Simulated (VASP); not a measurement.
## Ti: geometry relaxation (part 4 of 5)

Continued. System: Ti (slab, 6 atoms in the cell). Method: Kohn-Sham DFT of a periodic cell, PBE with D3, VASP PAW PBE potentials, recommended, no spin polarisation (VASP 6.6.1); cutoff 520 eV, 10×10×1 k-mesh, Gaussian smearing of 0.05 eV. The structure derives from an entry of the Crystallography Open Database. It belongs to a series of runs on one base structure; here: the (0 0 1) slab of Ti, cut from the database cell, not relaxed.

Geometry of the input (Å; fractional positions):
```
2.9500  0.0000  0.0000
-1.4750  2.5548  0.0000
0.0000  0.0000  26.7150
Ti 0.6667  0.3333  0.2807
Ti 0.3333  0.6667  0.3684
Ti 0.6667  0.3333  0.4561
Ti 0.3333  0.6667  0.5439
Ti 0.6667  0.3333  0.6316
Ti 0.3333  0.6667  0.7193
```

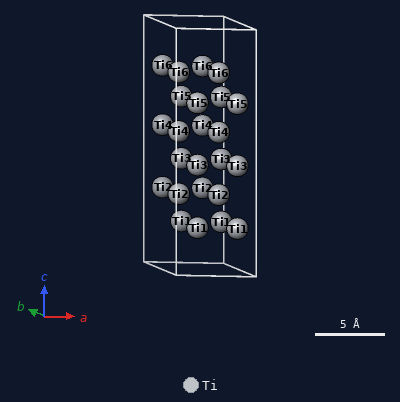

Fig. 1: The geometry at step 7 of the log (spheres-only view of the 2 × 2 repeat of the cell, with the vacuum cut short, seen slightly off an axis; atoms are numbered from 1 in the order of the input).

## Parts of OUTCAR, continued
```
 Free energy of the ion-electron system (eV)
  ---------------------------------------------------
  ext. energy  EPLUGINS =         0.00000000
  ---------------------------------------------------
  free energy    TOTEN  =       -45.10524046 eV

  energy without entropy =      -45.09934772  energy(sigma->0) =      -45.10229409

 E-fermi :   2.3196     XC(G=0):  -6.6879     alpha+bet : -8.3716

 val. band max:        2.2825264399   @ k =   0.3000   0.0000   0.0000
 cond. band min:       2.3502309616   @ k =   0.1000   0.0000   0.0000
 fundamental gap:      0.0677045217
 Fermi energy:         2.3195637720

 k-point     1 :       0.0000    0.0000    0.0000
  band No.  band energies     occupation
      1     -54.6783      2.00000
      2     -54.5891      2.00000
      3     -54.5157      2.00000
      4     -54.4668      2.00000
      5     -54.4087      2.00000
      6     -54.3407      2.00000
      7     -31.1471      2.00000
      8     -31.0960      2.00000
      9     -30.9895      2.00000
     10     -30.7400      2.00000
     11     -30.6304      2.00000
     12     -30.6304      2.00000
     13     -30.5438      2.00000
     14     -30.5438      2.00000
     15     -30.5430      2.00000
     16     -30.4723      2.00000
     17     -30.4723      2.00000
     18     -30.4409      2.00000
     19     -30.4409      2.00000
     20     -30.3986      2.00000
     21     -30.3868      2.00000
     22     -30.3868      2.00000
     23     -30.3377      2.00000
     24     -30.3377      2.00000
     25      -3.7081      2.00000
     26      -3.1402      2.00000
     27      -2.3625      2.00000
     28      -1.4682      2.00000
     29      -0.7686      2.00000
     30      -0.4427      2.00000
     31       2.1242      2.00000
     32       2.2304      1.98836
     33       2.6154      0.00000
     34       2.7140      0.00000
     35       2.8743      0.00000
     36       2.8743      0.00000
     37       2.8990      0.00000
     38       2.8990      0.00000
     39       3.0239      0.00000
     40       3.0389      0.00000
     41       3.0389      0.00000
     42       3.0679      0.00000
     43       3.0942      0.00000

 k-point     2 :       0.1000    0.0000    0.0000
  band No.  band energies     occupation
      1     -54.6716      2.00000
      2     -54.5811      2.00000
      3     -54.5069      2.00000
      4     -54.4605      2.00000
      5     -54.4043      2.00000
      6     -54.3365      2.00000
      7     -31.1282      2.00000
      8     -31.0843      2.00000
      9     -30.9848      2.00000
     10     -30.7544      2.00000
     11     -30.6713      2.00000
     12     -30.6408      2.00000
     13     -30.6039      2.00000
     14     -30.5559      2.00000
     15     -30.5481      2.00000
     16     -30.5112      2.00000
     17     -30.4852      2.00000
     18     -30.4685      2.00000
     19     -30.4511      2.00000
     20     -30.4326      2.00000
     21     -30.3942      2.00000
     22     -30.3879      2.00000
     23     -30.3723      2.00000
     24     -30.3442      2.00000
     25      -3.4346      2.00000
     26      -2.8766      2.00000
     27      -2.1095      2.00000
     28      -1.2253      2.00000
     29      -0.5294      2.00000
     30      -0.2214      2.00000
     31       1.9933      2.00000
     32       2.1268      2.00000
     33       2.3502      0.38572
     34       2.5320      0.00000
     35       2.5625      0.00000
     36       2.7484      0.00000
     37       2.7829      0.00000
     38       2.8368      0.00000
     39       3.0054      0.00000
     40       3.0486      0.00000
     41       3.0537      0.00000
     42       3.1424      0.00000
     43       3.1906      0.00000

 k-point     3 :       0.2000    0.0000    0.0000
  band No.  band energies     occupation
      1     -54.6538      2.00000
      2     -54.5601      2.00000
      3     -54.4833      2.00000
      4     -54.4438      2.00000
      5     -54.3931      2.00000
      6     -54.3256      2.00000
      7     -31.0780      2.00000
      8     -31.0551      2.00000
      9     -30.9774      2.00000
     10     -30.8202      2.00000
     11     -30.7695      2.00000
     12     -30.7133      2.00000
     13     -30.6679      2.00000
     14     -30.6219      2.00000
     15     -30.6049      2.00000
     16     -30.5873      2.00000
     17     -30.5384      2.00000
     18     -30.5181      2.00000
     19     -30.4984      2.00000
     20     -30.4772      2.00000
     21     -30.4426      2.00000
     22     -30.4143      2.00000
     23     -30.4014      2.00000
     24     -30.3619      2.00000
     25      -2.6688      2.00000
     26      -2.1505      2.00000
     27      -1.4336      2.00000
     28      -0.6024      2.00000
     29       0.0707      2.00000
     30       0.3122      2.00000
     31       1.5626      2.00000
     32       1.6907      2.00000
     33       1.8996      2.00000
     34       2.0075      2.00000
     35       2.1588      1.99999
     36       2.3736      0.12637
     37       2.3998      0.02323
     38       2.6760      0.00000
     39       2.9383      0.00000
     40       3.0071      0.00000
     41       3.2212      0.00000
     42       3.2567      0.00000
     43       3.3188      0.00000

 k-point     4 :       0.3000    0.0000    0.0000
  band No.  band energies     occupation
      1     -54.6318      2.00000
      2     -54.5338      2.00000
      3     -54.4523      2.00000
      4     -54.4228      2.00000
      5     -54.3808      2.00000
      6     -54.3127      2.00000
      7     -31.0288      2.00000
      8     -31.0248      2.00000
      9     -30.9822      2.00000
     10     -30.9362      2.00000
     11     -30.8880      2.00000
     12     -30.8325      2.00000
     13     -30.7351      2.00000
     14     -30.7011      2.00000
     15     -30.6994      2.00000
     16     -30.6257      2.00000
     17     -30.6166      2.00000
     18     -30.5575      2.00000
     19     -30.5524      2.00000
     20     -30.5088      2.00000
     21     -30.4916      2.00000
     22     -30.4400      2.00000
     23     -30.4298      2.00000
     24     -30.3845      2.00000
     25      -1.5965      2.00000
     26      -1.1926      2.00000
     27      -0.6436      2.00000
     28      -0.0307      2.00000
     29       0.4861      2.00000
     30       0.6444      2.00000
     31       1.1279      2.00000
     32       1.3479      2.00000
     33       1.4806      2.00000
     34       1.6751      2.00000
     35       1.8136      2.00000
     36       2.2264      1.99161
     37       2.2825      1.70517
     38       2.6821      0.00000
     39       2.8588      0.00000
     40       3.0022      0.00000
     41       3.0607      0.00000
     42       3.1820      0.00000
     43       3.3368      0.00000

 k-point     5 :       0.4000    0.0000    0.0000
  band No.  band energies     occupation
      1     -54.6140      2.00000
      2     -54.5124      2.00000
      3     -54.4244      2.00000
      4     -54.4052      2.00000
      5     -54.3737      2.00000
      6     -54.3025      2.00000
      7     -31.0571      2.00000
      8     -31.0372      2.00000
      9     -31.0255      2.00000
     10     -31.0033      2.00000
     11     -30.9403      2.00000
     12     -30.9227      2.00000
     13     -30.8093      2.00000
     14     -30.7530      2.00000
     15     -30.7279      2.00000
     16     -30.6564      2.00000
     17     -30.6549      2.00000
     18     -30.5884      2.00000
     19     -30.5772      2.00000
     20     -30.5341      2.00000
     21     -30.5296      2.00000
     22     -30.4612      2.00000
     23     -30.4606      2.00000
     24     -30.4032      2.00000
     25      -0.6179      2.00000
     26      -0.4673      2.00000
     27      -0.1952      2.00000
     28       0.0753      2.00000
     29       0.3079      2.00000
     30       0.4748      2.00000
     31       0.8927      2.00000
     32       1.1491      2.00000
     33       1.3559      2.00000
     34       1.4738      2.00000
     35       1.6759      2.00000
     36       2.4744      0.00001
     37       2.5481      0.00000
     38       2.8598      0.00000
     39       3.0949      0.00000
     40       3.1912      0.00000
     41       3.2003      0.00000
     42       3.3426      0.00000
     43       3.4381      0.00000

 [... the levels of 8 k-points are left out ...]

 k-point    14 :       0.3000    0.3000    0.0000
  band No.  band energies     occupation
      1     -54.5995      2.00000
      2     -54.4951      2.00000
      3     -54.3993      2.00000
      4     -54.3863      2.00000
      5     -54.3750      2.00000
      6     -54.2945      2.00000
      7     -31.0001      2.00000
      8     -30.9877      2.00000
      9     -30.9805      2.00000
     10     -30.9605      2.00000
     11     -30.9183      2.00000
     12     -30.8961      2.00000
     13     -30.8751      2.00000
     14     -30.8527      2.00000
     15     -30.8085      2.00000
     16     -30.7386      2.00000
     17     -30.7183      2.00000
     18     -30.6913      2.00000
     19     -30.6422      2.00000
     20     -30.5961      2.00000
     21     -30.5703      2.00000
     22     -30.5593      2.00000
     23     -30.4893      2.00000
     24     -30.4501      2.00000
     25       0.5842      2.00000
     26       0.6585      2.00000
     27       0.6975      2.00000
     28       0.7793      2.00000
     29       0.8623      2.00000
     30       0.9733      2.00000
     31       1.0635      2.00000
     32       1.1787      2.00000
     33       1.3209      2.00000
     34       1.5293      2.00000
     35       1.7049      2.00000
     36       2.0889      2.00000
     37       2.1933      1.99965
     38       2.3621      0.22899
     39       2.3858      0.06103
     40       2.4745      0.00001
     41       2.5182      0.00000
     42       2.6799      0.00000
     43       2.7454      0.00000

------------------------ aborting loop because EDIFF is reached ----------------------------------------

 vacuum level on the upper side and lower side of the slab       (xc-potential included)        -0.059        -0.053

 Edisp (eV)   -2.15783

 E8    (eV) :    -1.3290

  FORCE on cell =-STRESS in cart. coord.  units (eV):
  Direction    XX          YY          ZZ          XY          YZ          ZX
  --------------------------------------------------------------------------------------
  -------------------------------------------------------------------------------------
  Total      -3.75020    -3.75020    -2.39820    -0.00000     0.00000     0.00000
  in kB     -29.84255   -29.84255   -19.08390    -0.00000     0.00000     0.00000
  external pressure =      -26.26 kB  Pullay stress =        0.00 kB

 VOLUME and BASIS-vectors are now :
 -----------------------------------------------------------------------------
  energy-cutoff  :      520.00
  volume of cell :      201.34
      direct lattice vectors                 reciprocal lattice vectors
     2.949997860  0.000000000  0.000000000     0.338983297  0.195712098  0.000000000
    -1.474998930  2.554773088  0.000000000     0.000000000  0.391424195  0.000000000
     0.000000000  0.000000000 26.715000000     0.000000000  0.000000000  0.037432154

 POSITION                                       TOTAL-FORCE (eV/Angst)
 -----------------------------------------------------------------------------------
      1.47500      0.85159      7.50000         0.000000      0.000000      0.779115
     -0.00000      1.70318      9.84300        -0.000000      0.000000     -0.581763
      1.47500      0.85159     12.18600         0.000000      0.000000     -0.186349
     -0.00000      1.70318     14.41714        -0.000000      0.000000     -0.007096
      1.47500      0.85159     16.73659        -0.000000      0.000000      0.000489
     -0.00000      1.70318     18.86275         0.000000     -0.000000     -0.004396
 -----------------------------------------------------------------------------------
    total drift:                               -0.000000     -0.000000      0.001044

  FREE ENERGIE OF THE ION-ELECTRON SYSTEM (eV)
  ---------------------------------------------------
  free  energy   TOTEN  =       -47.2630743918 eV

  energy  without entropy=      -47.2571816513  energy(sigma->0) =      -47.26012802

 reached required accuracy - stopping structural energy minimisation

 vacuum level on the upper side and lower side of the slab         6.630         6.642
```

## CONTCAR
```
Ti
   1.00000000000000
     2.9499978603999999    0.0000000000000000    0.0000000000000000
    -1.4749989301999999    2.5547730882000002    0.0000000000000000
     0.0000000000000000    0.0000000000000000   26.7149999999999999
  Ti
     6
Selective dynamics
Direct
     0.6666666667000030    0.3333333333999988    0.2807411567000031   F   F   F
     0.3333333332999970    0.6666666666000012    0.3684446939999972   F   F   F
     0.6666666667000030    0.3333333333999988    0.4561482312999985   F   F   F
     0.3333333332999970    0.6666666666000012    0.5396645757126181   T   T   T
     0.6666666667000030    0.3333333333999988    0.6264865386137011   T   T   T
     0.3333333332999970    0.6666666666000012    0.7060734903722280   T   T   T

  0.00000000E+00  0.00000000E+00  0.00000000E+00
  0.00000000E+00  0.00000000E+00  0.00000000E+00
  0.00000000E+00  0.00000000E+00  0.00000000E+00
  0.00000000E+00  0.00000000E+00  0.00000000E+00
  0.00000000E+00  0.00000000E+00  0.00000000E+00
  0.00000000E+00  0.00000000E+00  0.00000000E+00
```

## Trajectory as extended XYZ (Å, eV, eV/Å), 15 of the 17 frames kept, from step=0 to step=16
```
6
Lattice="2.9500 0.0000 0.0000 -1.4750 2.5548 0.0000 0.0000 0.0000 26.7150" Properties=species:S:1:pos:R:3:forces:R:3 step=0 energy=-47.14379
Ti    1.4750    0.8516    7.5000    0.0000   0.0000   0.7625
Ti    0.0000    1.7032    9.8430    0.0000   0.0000  -0.5180
Ti    1.4750    0.8516   12.1860    0.0000   0.0000   0.0983
Ti    0.0000    1.7032   14.5290    0.0000   0.0000  -0.0985
Ti    1.4750    0.8516   16.8720    0.0000   0.0000   0.5181
Ti    0.0000    1.7032   19.2150    0.0000   0.0000  -0.7624
6
Lattice="2.9500 0.0000 0.0000 -1.4750 2.5548 0.0000 0.0000 0.0000 26.7150" Properties=species:S:1:pos:R:3:forces:R:3 step=1 energy=-47.18076
Ti    1.4750    0.8516    7.5000    0.0000   0.0000   0.7621
Ti    0.0000    1.7032    9.8430    0.0000   0.0000  -0.5210
Ti    1.4750    0.8516   12.1860    0.0000   0.0000   0.1115
Ti    0.0000    1.7032   14.5243    0.0000   0.0000  -0.0658
Ti    1.4750    0.8516   16.8970    0.0000   0.0000   0.3431
Ti    0.0000    1.7032   19.1782    0.0000   0.0000  -0.6298
6
Lattice="2.9500 0.0000 0.0000 -1.4750 2.5548 0.0000 0.0000 0.0000 26.7150" Properties=species:S:1:pos:R:3:forces:R:3 step=2 energy=-47.21828
Ti    1.4750    0.8516    7.5000    0.0000   0.0000   0.7592
Ti    0.0000    1.7032    9.8430    0.0000   0.0000  -0.5303
Ti    1.4750    0.8516   12.1860    0.0000   0.0000   0.1387
Ti    0.0000    1.7032   14.5131    0.0000   0.0000   0.0147
Ti    1.4750    0.8516   16.9556    0.0000   0.0000  -0.2906
Ti    0.0000    1.7032   19.0920    0.0000   0.0000  -0.0918
6
Lattice="2.9500 0.0000 0.0000 -1.4750 2.5548 0.0000 0.0000 0.0000 26.7150" Properties=species:S:1:pos:R:3:forces:R:3 step=3 energy=-47.21863
Ti    1.4750    0.8516    7.5000    0.0000   0.0000   0.7595
Ti    0.0000    1.7032    9.8430    0.0000   0.0000  -0.5285
Ti    1.4750    0.8516   12.1860    0.0000   0.0000   0.1348
Ti    0.0000    1.7032   14.5143    0.0000   0.0000   0.0052
Ti    1.4750    0.8516   16.9492    0.0000   0.0000  -0.2010
Ti    0.0000    1.7032   19.1015    0.0000   0.0000  -0.1700
6
Lattice="2.9500 0.0000 0.0000 -1.4750 2.5548 0.0000 0.0000 0.0000 26.7150" Properties=species:S:1:pos:R:3:forces:R:3 step=5 energy=-47.22347
Ti    1.4750    0.8516    7.5000    0.0000   0.0000   0.7609
Ti    0.0000    1.7032    9.8430    0.0000   0.0000  -0.5288
Ti    1.4750    0.8516   12.1860    0.0000   0.0000   0.1309
Ti    0.0000    1.7032   14.5140    0.0000   0.0000  -0.0181
Ti    1.4750    0.8516   16.9384    0.0000   0.0000  -0.2116
Ti    0.0000    1.7032   19.0842    0.0000   0.0000  -0.1333
6
Lattice="2.9500 0.0000 0.0000 -1.4750 2.5548 0.0000 0.0000 0.0000 26.7150" Properties=species:S:1:pos:R:3:forces:R:3 step=6 energy=-47.23525
Ti    1.4750    0.8516    7.5000    0.0000   0.0000   0.7620
Ti    0.0000    1.7032    9.8430    0.0000   0.0000  -0.5268
Ti    1.4750    0.8516   12.1860    0.0000   0.0000   0.1138
Ti    0.0000    1.7032   14.5137    0.0000   0.0000  -0.1017
Ti    1.4750    0.8516   16.9014    0.0000   0.0000  -0.1710
Ti    0.0000    1.7032   19.0394    0.0000   0.0000  -0.0763
6
Lattice="2.9500 0.0000 0.0000 -1.4750 2.5548 0.0000 0.0000 0.0000 26.7150" Properties=species:S:1:pos:R:3:forces:R:3 step=7 energy=-47.24596
Ti    1.4750    0.8516    7.5000    0.0000   0.0000   0.7674
Ti    0.0000    1.7032    9.8430    0.0000   0.0000  -0.5220
Ti    1.4750    0.8516   12.1860    0.0000   0.0000   0.0780
Ti    0.0000    1.7032   14.5133    0.0000   0.0000  -0.3003
Ti    1.4750    0.8516   16.8275    0.0000   0.0000  -0.0629
Ti    0.0000    1.7032   18.9498    0.0000   0.0000   0.0397
6
Lattice="2.9500 0.0000 0.0000 -1.4750 2.5548 0.0000 0.0000 0.0000 26.7150" Properties=species:S:1:pos:R:3:forces:R:3 step=8 energy=-47.25210
Ti    1.4750    0.8516    7.5000    0.0000   0.0000   0.7702
Ti    0.0000    1.7032    9.8430    0.0000   0.0000  -0.5349
Ti    1.4750    0.8516   12.1860    0.0000   0.0000   0.0329
Ti    0.0000    1.7032   14.4927    0.0000   0.0000  -0.2467
Ti    1.4750    0.8516   16.8082    0.0000   0.0000  -0.0358
Ti    0.0000    1.7032   18.9343    0.0000   0.0000   0.0144
6
Lattice="2.9500 0.0000 0.0000 -1.4750 2.5548 0.0000 0.0000 0.0000 26.7150" Properties=species:S:1:pos:R:3:forces:R:3 step=9 energy=-47.26218
Ti    1.4750    0.8516    7.5000    0.0000   0.0000   0.7794
Ti    0.0000    1.7032    9.8430    0.0000   0.0000  -0.5735
Ti    1.4750    0.8516   12.1860    0.0000   0.0000  -0.1421
Ti    0.0000    1.7032   14.4311    0.0000   0.0000  -0.0494
Ti    1.4750    0.8516   16.7502    0.0000   0.0000   0.0447
Ti    0.0000    1.7032   18.8877    0.0000   0.0000  -0.0591
6
Lattice="2.9500 0.0000 0.0000 -1.4750 2.5548 0.0000 0.0000 0.0000 26.7150" Properties=species:S:1:pos:R:3:forces:R:3 step=10 energy=-47.26248
Ti    1.4750    0.8516    7.5000    0.0000   0.0000   0.7801
Ti    0.0000    1.7032    9.8430    0.0000   0.0000  -0.5818
Ti    1.4750    0.8516   12.1860    0.0000   0.0000  -0.1924
Ti    0.0000    1.7032   14.4163    0.0000   0.0000   0.0073
Ti    1.4750    0.8516   16.7363    0.0000   0.0000   0.0652
Ti    0.0000    1.7032   18.8765    0.0000   0.0000  -0.0785
6
Lattice="2.9500 0.0000 0.0000 -1.4750 2.5548 0.0000 0.0000 0.0000 26.7150" Properties=species:S:1:pos:R:3:forces:R:3 step=11 energy=-47.26250
Ti    1.4750    0.8516    7.5000    0.0000   0.0000   0.7792
Ti    0.0000    1.7032    9.8430    0.0000   0.0000  -0.5800
Ti    1.4750    0.8516   12.1860    0.0000   0.0000  -0.1846
Ti    0.0000    1.7032   14.4186    0.0000   0.0000  -0.0015
Ti    1.4750    0.8516   16.7384    0.0000   0.0000   0.0632
Ti    0.0000    1.7032   18.8782    0.0000   0.0000  -0.0764
6
Lattice="2.9500 0.0000 0.0000 -1.4750 2.5548 0.0000 0.0000 0.0000 26.7150" Properties=species:S:1:pos:R:3:forces:R:3 step=13 energy=-47.26298
Ti    1.4750    0.8516    7.5000    0.0000   0.0000   0.7798
Ti    0.0000    1.7032    9.8430    0.0000   0.0000  -0.5838
Ti    1.4750    0.8516   12.1860    0.0000   0.0000  -0.1966
Ti    0.0000    1.7032   14.4134    0.0000   0.0000   0.0276
Ti    1.4750    0.8516   16.7398    0.0000   0.0000  -0.0125
Ti    0.0000    1.7032   18.8670    0.0000   0.0000  -0.0144
6
Lattice="2.9500 0.0000 0.0000 -1.4750 2.5548 0.0000 0.0000 0.0000 26.7150" Properties=species:S:1:pos:R:3:forces:R:3 step=14 energy=-47.26306
Ti    1.4750    0.8516    7.5000    0.0000   0.0000   0.7793
Ti    0.0000    1.7032    9.8430    0.0000   0.0000  -0.5818
Ti    1.4750    0.8516   12.1860    0.0000   0.0000  -0.1888
Ti    0.0000    1.7032   14.4160    0.0000   0.0000   0.0063
Ti    1.4750    0.8516   16.7386    0.0000   0.0000  -0.0106
Ti    0.0000    1.7032   18.8642    0.0000   0.0000  -0.0044
```
